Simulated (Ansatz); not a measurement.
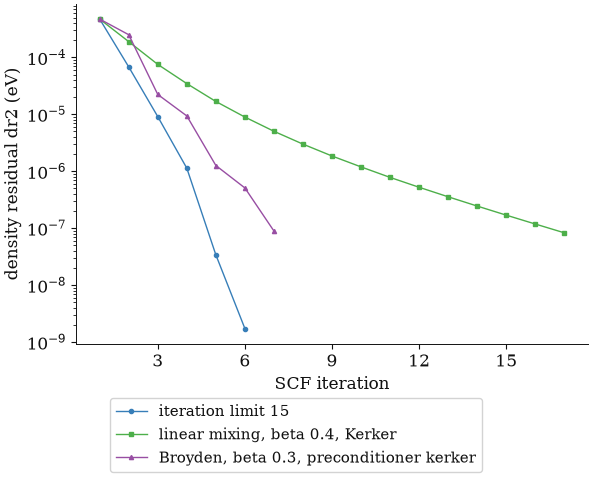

The same cell was run with different SCF settings; each curve is one run.
The run: HgS (F-43m, 2 atoms in the cell), by DFT, PBE, PAW, plane waves, scalar-relativistic in Ansatz; cutoff 420 eV, 6×6×6 k-mesh, Fermi–Dirac smearing of 0.05 eV.
All start from atomic densities corrected by a trained network.

### Which runs converged, and in how many iterations?

“iteration limit 15” converged in 6 iterations. “Broyden, beta 0.3, preconditioner kerker” converged in 7 iterations. “linear mixing, beta 0.4, Kerker” converged in 17 iterations.

The converged runs agree in energy within 1 meV per atom.
